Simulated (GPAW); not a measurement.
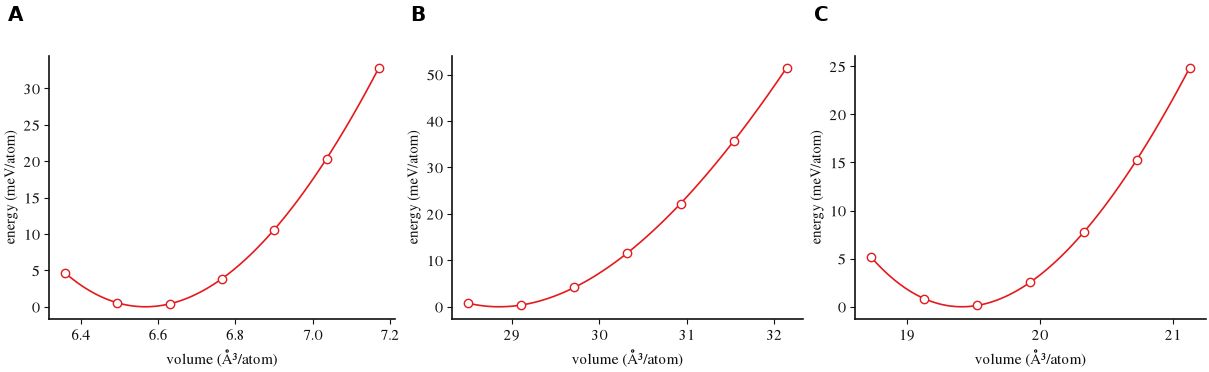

Each panel shows the energy against volume for one of these solids: Be₂C, Fm-3m (No. 225); Ga, Cmcm (No. 63); Pb, Fm-3m (No. 225).

Calculation (GPAW 26.7.0): PAW DFT in plane waves, on a grid or in atomic orbitals, no spin polarisation; energies at scaled volumes of the given cell, shape and fractions fixed, counted from the fit's minimum, third-order Birch-Murnaghan fit. Level: LDA.

> Match the panels to the solids.

A is Be₂C (energy from 0.40 meV/atom to 32.84 meV/atom, V0 6.567 Å³/atom, B0 216 GPa); B is Pb (energy from 0.38 meV/atom to 51.44 meV/atom, V0 28.86 Å³/atom, B0 55.4 GPa); C is Ga (energy from 0.13 meV/atom to 24.84 meV/atom, V0 19.41 Å³/atom, B0 63.8 GPa).

For Ga, limits of the calculation: shape and atomic fractions are frozen while scaling, which makes layered, chain and framework solids too stiff.

For Pb, limits of the calculation: spin-orbit coupling left out, heavy elements.
